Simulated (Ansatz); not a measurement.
# Geometry relaxation of Ni10O (part 1 of 4)

System: Ni10O (slab, 11 atoms in the cell).
Method: DFT PBE+D3(BJ), scalar-relativistic, plane waves, PAW, spin-polarised (Ansatz 0.2.0).

The structure derives from an entry of the Crystallography Open Database. The input holds or restrains some coordinates. Forces given for the steps count only the free coordinates. Figures and captions count atoms from 1; the log counts them from 0 in places.

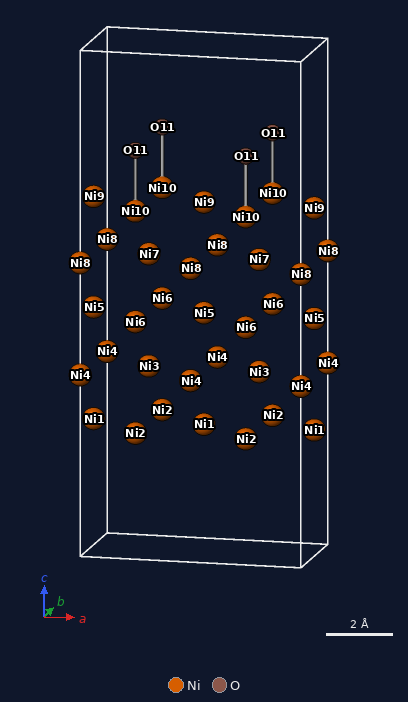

*The starting structure (ball-and-stick view of the 2 × 1 repeat of the cell, with the vacuum cut short, seen slightly off an axis; atoms are numbered from 1 in the order of the input). An atom can appear more than once, as a periodic image.*

### Key numbers

| quantity | value |
| --- | --- |
| outcome | converged under the restraints of the input |
| electrons treated | 186 |
| free energy | −58963.1474 eV |
| work function, top face | 7.33 eV |
| work function, bottom face | 4.95 eV |
| Fermi energy | 2.597 eV |
| gap on the k-point mesh | none (metallic) |
| net moment of the cell | 7.57 μB |
| integrated absolute moment | 8.53 μB |
| final volume | 314.01 Å³ |
| work function (upper face) | 7.33 eV |
| largest force (length of the vector) at the end, held atoms and coordinates included | 0.170 eV/Å |
| hardware | 4 threads of Intel Xeon (Sapphire Rapids), 64 GiB of memory available, shared host |
| wall time | 4 min (CPU time 15 min) |
| peak memory | 1.8 GiB |

Warnings of the run: the exchange-correlation potential is rough where the density is thin.

### The input
```yaml
crystal:
  lattice:
    - [3.4781861089, 0.0, 0.0]
    - [0.0, 3.4781861089, 0.0]
    - [0.0, 0.0, 25.9563722178]
  atoms:
    - { symbol: Ni, position: [0.0, 0.5, 0.3274725732], spin: 0.84 }
    - { symbol: Ni, position: [0.5, 0.0, 0.3274725732], spin: 0.84 }
    - { symbol: Ni, position: [0.5, 0.5, 0.394473194], spin: 0.74 }
    - { symbol: Ni, position: [0.0, 0.0, 0.394473194], spin: 0.74 }
    - { symbol: Ni, position: [0.0, 0.5, 0.4621740688], spin: 0.74 }
    - { symbol: Ni, position: [0.5, 0.0, 0.4621740688], spin: 0.74 }
    - { symbol: Ni, position: [0.5, 0.5, 0.5299925552], spin: 0.74 }
    - { symbol: Ni, position: [0.0, 0.0, 0.5299925552], spin: 0.74 }
    - { symbol: Ni, position: [0.0, 0.5, 0.5958274598], spin: 0.83 }
    - { symbol: Ni, position: [0.5, 0.0, 0.5958274598], spin: 0.83 }
    - { symbol: O, position: [0.5, 0.0, 0.6690272115], spin: 2.0 }
basis:
  ecutwfc: 420
kpoints:
  mp_grid: { grid: [8, 8, 1] }
hamiltonian:
  xc: pbe
  dispersion: d3bj
scf:
  occupations: { method: gaussian, width: 0.1 }
output:
  forces: true
  eigenvalues: true
  populations: true
  write_density: true
  write_potential: true
  elf: true
  volumetric_format: npy
magnetization:
  spin_polarized: true
relax:
  adjacent_minimum: "off"
  f_tol: 0.03
  max_steps: 70
  constraints: [{ sites: [0, 1, 2, 3] }]
efield:
  axis: 3
  dipole_correction: true
```

Command:
```bash
ansatz run input.yaml --threads 4 --pin off --max-ram 10240MiB --backend cpu --events-out ev --progress --plain --runs-dir out
```

### Log
```
Engine: ansatz 0.2.0, x86_64-unknown-linux-gnu
Pseudopotentials: kind: paw
Pseudopotential: Ni, paw, valence charge 18, recommended cutoff 420 eV (normal), Ni.paw.azcp
Pseudopotential: O, paw, valence charge 6, recommended cutoff 420 eV (normal), O.paw.azcp
Functional definition: PBE
  parameter kappa = 0.804
  parameter beta = 0.06672455060314922
  exchange = pbe_x(kappa = kappa, mu = beta*pi^2/3)
  correlation = pbe_c(beta = beta)
Crystal: 11 atoms, lattice volume = 314.014 Å³
Basis set: ecut = 420 eV, 6099 PW (Γ), exchange–correlation on 48×48×360 points (8 copies of the dense FFT grid, shifted against one another)
Bands: 118, of which v1, the nominal top of the filled ones, is band 93 counted from 1 (92 counted from 0)
Symmetry: 8 space group operations
k-points: 15 of 64
Non-local potential: Ni, projectors of the file, l = 0: 3, l = 1: 2, l = 2: 3, l = 3: 1
Non-local potential: O, projectors of the file, l = 0: 2, l = 1: 2, l = 2: 1
PAW form: soft (Blöchl's): semilocal exchange-correlation on the pseudo side does not see the compensation charge
PAW one-centre angular grid: Ni, 590 points (default); XC on 64 Gauss nodes
PAW one-centre angular grid: O, 110 points (default); XC on 64 Gauss nodes
Initial density: superposition of atomic densities (neutral atoms: chi_scale 0, normalization atom)
Starting moments: Σ|m| = 9.78 μB on 11 of 11 sites
Initial wavefunctions: pseudopotential atomic-orbital guess
Functional: x = pbe(κ = 0.804, μ = 0.2195149727645171), c = pbe(β = 0.06672455060314922)
SCF iter   1: F=—  HF=-58952.577084 eV  |F-HF|=—  |Δ(HF+E_count)|=         —  Δρ=3.79e-2 (↑1.52e-2 ↓3.79e-2)  dr2=8.16e0  dr2_m=1.20e0  M=9.452 μB ∫|m|=9.920 μB  β_m=1.00  ethr=3.10e-3  p=-0.000 e·Å  D=-1.61e-6 V/Å  ΔV_dip=0.00 eV  dr2_dipole=2.04e-1  V_vac-E_F(+/−)=7.21/7.21 eV  ⟨swp⟩=9.2  Hψ=17456  notcnv=0  defer=154
Mixer restart at iter 1: flushing history
efield: sawtooth ramp at fractional position 0.9482 (placed from the atoms, in the widest stretch of the axis that holds none; the zero of the levels goes with the place), width 0.1000; the density the first Hamiltonian is built on has a dipole p = -0.000 e·Å; the dipole correction subtracts the counter field D = -1.61e-6 V/Å, which shifts the + side's vacuum level by +0.00 eV against the − side's; the planar-averaged density in the ramp window peaks in size at 9.0e-6 e/Å³
preconditioner: auto → LDOS  [metal: Δε(μ)=0.002 eV  Ē_g=8.060 eV  σ=0.100 eV  W_gap=0.01  n_scr=80 (ndim 8)  ℏωp=21.6 eV  f_vac=0.576  D(μ)=19.45/eV (n_scr^D=186)]
spin=Collinear: LDOS preconditioning applied to the charge; magnetization (m = ρ↑ − ρ↓) channel mixes plain (no charge-response kernel on spin).
SCF iter   2: F=—  HF=-58953.974266 eV  |F-HF|=—  |Δ(HF+E_count)|=    1.40e0  Δρ=1.28e-2 (↑1.22e-2 ↓1.28e-2)  dr2=1.32e0  dr2_m=4.43e-2  M=9.043 μB ∫|m|=9.893 μB  β_m=0.32  ethr=3.10e-3  p=-0.040 e·Å  D=-2.30e-2 V/Å  ΔV_dip=0.60 eV  dr2_dipole=2.17e-1  V_vac-E_F(+/−)=6.94/6.34 eV  ⟨swp⟩=2.4  Hψ=5779  notcnv=0  defer=433
density mixer auto → msr1: a metal under ldos (density of states about μ 3.52 of a free-electron gas's, 80 screened modes)
SCF iter   3: F=—  HF=-58957.734648 eV  |F-HF|=—  |Δ(HF+E_count)|=    3.76e0  Δρ=7.95e-3 (↑5.46e-3 ↓7.95e-3)  dr2=3.96e-1  dr2_m=3.62e-2  M=8.944 μB ∫|m|=9.837 μB  β_m=0.48  ethr=7.08e-4  p=-0.072 e·Å  D=-4.17e-2 V/Å  ΔV_dip=1.08 eV  dr2_dipole=1.31e-1  V_vac-E_F(+/−)=6.96/5.88 eV  ⟨swp⟩=2.8  Hψ=5724  notcnv=0  defer=435
SCF iter   4: F=—  HF=-58961.467051 eV  |F-HF|=—  |Δ(HF+E_count)|=    3.73e0  Δρ=6.70e-3 (↑4.28e-3 ↓6.70e-3)  dr2=3.45e-1  dr2_m=1.66e-2  M=8.712 μB ∫|m|=9.711 μB  β_m=0.74  ethr=2.13e-4  p=-0.127 e·Å  D=-7.31e-2 V/Å  ΔV_dip=1.90 eV  dr2_dipole=6.75e-2  V_vac-E_F(+/−)=7.26/5.36 eV  ⟨swp⟩=2.8  Hψ=7019  notcnv=0  defer=435
SCF iter   5: F=—  HF=-58962.471297 eV  |F-HF|=—  |Δ(HF+E_count)|=    1.00e0  Δρ=3.75e-3 (↑2.51e-3 ↓3.75e-3)  dr2=5.73e-2  dr2_m=1.23e-2  M=8.388 μB ∫|m|=9.430 μB  β_m=0.77  ethr=1.85e-4  p=-0.189 e·Å  D=-1.09e-1 V/Å  ΔV_dip=2.82 eV  dr2_dipole=1.06e-4  V_vac-E_F(+/−)=7.88/5.06 eV  ⟨swp⟩=2.2  Hψ=5931  notcnv=0  defer=446
SCF iter   6: F=—  HF=-58962.491394 eV  |F-HF|=—  |Δ(HF+E_count)|=         —  Δρ=6.32e-3 (↑3.15e-3 ↓6.32e-3)  dr2=4.23e-2  dr2_m=5.85e-2  M=7.986 μB ∫|m|=9.033 μB  β_m=0.77  ethr=3.08e-5  p=-0.188 e·Å  D=-1.08e-1 V/Å  ΔV_dip=2.81 eV  dr2_dipole=7.61e-5  V_vac-E_F(+/−)=7.89/5.09 eV  ⟨swp⟩=2.7  Hψ=6850  notcnv=0  defer=458
SCF iter   7: F=—  HF=-58962.485198 eV  |F-HF|=—  |Δ(HF+E_count)|=   6.20e-3  Δρ=3.53e-3 (↑1.84e-3 ↓3.53e-3)  dr2=5.04e-2  dr2_m=5.44e-3  M=7.959 μB ∫|m|=8.988 μB  β_m=0.79  ethr=2.27e-5  p=-0.186 e·Å  D=-1.07e-1 V/Å  ΔV_dip=2.79 eV  dr2_dipole=6.61e-4  V_vac-E_F(+/−)=7.80/5.01 eV  ⟨swp⟩=2.1  Hψ=5625  notcnv=0  defer=452
SCF iter   8: F=—  HF=-58962.498152 eV  |F-HF|=—  |Δ(HF+E_count)|=   1.30e-2  Δρ=2.77e-3 (↑1.96e-3 ↓2.77e-3)  dr2=3.74e-2  dr2_m=1.44e-3  M=7.916 μB ∫|m|=8.939 μB  β_m=0.61  ethr=2.27e-5  p=-0.189 e·Å  D=-1.09e-1 V/Å  ΔV_dip=2.83 eV  dr2_dipole=4.64e-4  V_vac-E_F(+/−)=7.84/5.01 eV  ⟨swp⟩=2.2  Hψ=6447  notcnv=0  defer=458
SCF iter   9: F=—  HF=-58962.487553 eV  |F-HF|=—  |Δ(HF+E_count)|=   1.06e-2  Δρ=4.99e-4 (↑3.90e-4 ↓4.99e-4)  dr2=1.69e-3  dr2_m=1.61e-4  M=7.899 μB ∫|m|=8.924 μB  β_m=0.58  ethr=2.01e-5  p=-0.193 e·Å  D=-1.11e-1 V/Å  ΔV_dip=2.88 eV  dr2_dipole=7.25e-6  V_vac-E_F(+/−)=7.86/4.98 eV  ⟨swp⟩=2.9  Hψ=6557  notcnv=0  defer=449
SCF iter  10: F=—  HF=-58962.487402 eV  |F-HF|=—  |Δ(HF+E_count)|=   1.51e-4  Δρ=2.03e-4 (↑1.16e-4 ↓2.03e-4)  dr2=9.54e-5  dr2_m=5.54e-5  M=7.885 μB ∫|m|=8.915 μB  β_m=0.62  ethr=9.10e-7  p=-0.193 e·Å  D=-1.11e-1 V/Å  ΔV_dip=2.89 eV  dr2_dipole=1.45e-5  V_vac-E_F(+/−)=7.85/4.96 eV  ⟨swp⟩=2.8  Hψ=6347  notcnv=0  defer=442
SCF iter  11: F=—  HF=-58965.888564 eV  |F-HF|=—  |Δ(HF+E_count)|=         —  Δρ=1.10e-1 (↑1.10e-1 ↓1.10e-1)  dr2=4.03e-2  dr2_m=3.51e1  M=-2.771 μB ∫|m|=6.374 μB  β_m=1.00  ethr=5.13e-8  p=-0.194 e·Å  D=-1.12e-1 V/Å  ΔV_dip=2.90 eV  dr2_dipole=9.85e-4  V_vac-E_F(+/−)=7.90/5.01 eV  ⟨swp⟩=2.7  Hψ=6592  notcnv=0  defer=442
Mixer restart at iter 11: flushing history
SCF iter  12: F=—  HF=-58962.258276 eV  |F-HF|=—  |Δ(HF+E_count)|=    3.63e0  Δρ=1.24e-2 (↑9.36e-3 ↓1.24e-2)  dr2=6.16e-2  dr2_m=3.36e-1  M=-3.175 μB ∫|m|=7.019 μB  β_m=0.62  ethr=2.69e-5  p=-0.192 e·Å  D=-1.10e-1 V/Å  ΔV_dip=2.87 eV  dr2_dipole=6.14e-3  V_vac-E_F(+/−)=7.79/4.92 eV  ⟨swp⟩=3.4  Hψ=8071  notcnv=0  defer=454
SCF iter  13: F=—  HF=-58962.265216 eV  |F-HF|=—  |Δ(HF+E_count)|=   6.94e-3  Δρ=1.02e-2 (↑1.02e-2 ↓4.91e-3)  dr2=6.93e-2  dr2_m=1.56e-1  M=-3.377 μB ∫|m|=7.293 μB  β_m=0.81  ethr=2.69e-5  p=-0.190 e·Å  D=-1.09e-1 V/Å  ΔV_dip=2.84 eV  dr2_dipole=1.78e-3  V_vac-E_F(+/−)=7.77/4.94 eV  ⟨swp⟩=2.3  Hψ=6855  notcnv=0  defer=464
SCF iter  14: F=—  HF=-58962.341217 eV  |F-HF|=—  |Δ(HF+E_count)|=   7.60e-2  Δρ=9.72e-3 (↑4.11e-3 ↓9.72e-3)  dr2=3.05e-1  dr2_m=3.54e-2  M=-3.436 μB ∫|m|=7.410 μB  β_m=0.76  ethr=2.69e-5  p=-0.191 e·Å  D=-1.10e-1 V/Å  ΔV_dip=2.85 eV  dr2_dipole=1.57e-4  V_vac-E_F(+/−)=7.76/4.91 eV  ⟨swp⟩=3.0  Hψ=7322  notcnv=0  defer=459
SCF iter  15: F=—  HF=-58962.244971 eV  |F-HF|=—  |Δ(HF+E_count)|=   9.62e-2  Δρ=2.59e-3 (↑2.59e-3 ↓2.21e-3)  dr2=1.52e-2  dr2_m=1.37e-2  M=-3.686 μB ∫|m|=7.673 μB  β_m=0.88  ethr=2.69e-5  p=-0.191 e·Å  D=-1.10e-1 V/Å  ΔV_dip=2.86 eV  dr2_dipole=2.23e-3  V_vac-E_F(+/−)=7.78/4.92 eV  ⟨swp⟩=2.8  Hψ=7687  notcnv=0  defer=464
SCF iter  16: F=—  HF=-58962.244861 eV  |F-HF|=—  |Δ(HF+E_count)|=         —  Δρ=2.03e-3 (↑2.03e-3 ↓6.56e-4)  dr2=7.70e-3  dr2_m=3.52e-3  M=-3.719 μB ∫|m|=7.680 μB  ethr=8.18e-6  p=-0.190 e·Å  D=-1.10e-1 V/Å  ΔV_dip=2.85 eV  dr2_dipole=1.04e-4  V_vac-E_F(+/−)=7.79/4.94 eV  ⟨swp⟩=3.2  Hψ=7173  notcnv=0  defer=458
Mixer restart at iter 16: flushing history
SCF iter  17: F=—  HF=-58962.487424 eV  |F-HF|=—  |Δ(HF+E_count)|=         —  Δρ=9.28e-5 (↑7.66e-5 ↓9.28e-5)  dr2=4.71e-5  dr2_m=8.78e-6  M=7.883 μB ∫|m|=8.914 μB  β_m=0.88  ethr=5.13e-8  p=-0.194 e·Å  D=-1.12e-1 V/Å  ΔV_dip=2.90 eV  dr2_dipole=1.72e-6  V_vac-E_F(+/−)=7.85/4.95 eV  ⟨swp⟩=4.4  Hψ=9237  notcnv=0  defer=379
SCF iter  18: F=—  HF=-58962.487458 eV  |F-HF|=—  |Δ(HF+E_count)|=   3.43e-5  Δρ=1.38e-4 (↑7.12e-5 ↓1.38e-4)  dr2=7.62e-5  dr2_m=8.08e-6  M=7.885 μB ∫|m|=8.916 μB  β_m=0.70  ethr=2.53e-8  p=-0.194 e·Å  D=-1.12e-1 V/Å  ΔV_dip=2.90 eV  dr2_dipole=3.17e-6  V_vac-E_F(+/−)=7.85/4.95 eV  ⟨swp⟩=2.6  Hψ=7123  notcnv=0  defer=396
SCF iter  19: F=—  HF=-58962.487446 eV  |F-HF|=—  |Δ(HF+E_count)|=   1.21e-5  Δρ=5.14e-5 (↑3.77e-5 ↓5.14e-5)  dr2=1.00e-5  dr2_m=2.56e-6  M=7.884 μB ∫|m|=8.915 μB  β_m=0.71  ethr=2.53e-8  p=-0.194 e·Å  D=-1.12e-1 V/Å  ΔV_dip=2.90 eV  dr2_dipole=1.33e-6  V_vac-E_F(+/−)=7.85/4.95 eV  ⟨swp⟩=2.9  Hψ=6982  notcnv=0  defer=382
SCF iter  20: F=—  HF=-58962.487447 eV  |F-HF|=—  |Δ(HF+E_count)|=   4.22e-7  Δρ=7.60e-5 (↑2.35e-5 ↓7.60e-5)  dr2=4.82e-5  dr2_m=2.39e-6  M=7.885 μB ∫|m|=8.916 μB  β_m=0.68  ethr=5.40e-9  p=-0.194 e·Å  D=-1.12e-1 V/Å  ΔV_dip=2.90 eV  dr2_dipole=8.71e-6  V_vac-E_F(+/−)=7.85/4.94 eV  ⟨swp⟩=2.8  Hψ=6592  notcnv=0  defer=382
SCF iter  21: F=-58962.487432 eV  HF=-58962.487446 eV  |F-HF|=1.39e-5  |Δ(HF+E_count)|=   3.57e-7  Δρ=3.10e-5 (↑1.01e-5 ↓3.10e-5)  dr2=1.15e-5  dr2_m=3.98e-7  M=7.884 μB ∫|m|=8.916 μB  ethr=5.40e-9  p=-0.194 e·Å  D=-1.12e-1 V/Å  ΔV_dip=2.90 eV  dr2_dipole=2.71e-6  V_vac-E_F(+/−)=7.85/4.94 eV  ⟨swp⟩=22.5  Hψ=39276  notcnv=0
SCF 1 converged in 21 iterations: F = -58962.487432 eV  dr2 = 1.15e-5
  greatest PAW one-centre occupation: 1.001 electrons in one spin orbital (limit 2), on the Ni atom at site 8 (counted from 0), in its partial waves of l = 1
relax step   1: F+E_penalty+E_count = -58962.48743223 eV  Δ(F+E_penalty+E_count) = +0.000e0 eV  max|allowed force component| = 3.682e0 eV/Å  Δτ_max = 0.0000 Å  (21 SCF iters, dr2 threshold 2.25e-5 eV, accepted)
Initial density: handed on by an earlier stage of this run
Starting moments: Σ|m| = 9.78 μB on 11 of 11 sites; this step starts from the density that it was given
Initial wavefunctions: those handed on with the density
iter 1 solved again at ethr=8.53e-5 eV; its pass at ethr=3.10e-3 eV (dr2=1.59e-1 eV) is discarded
```
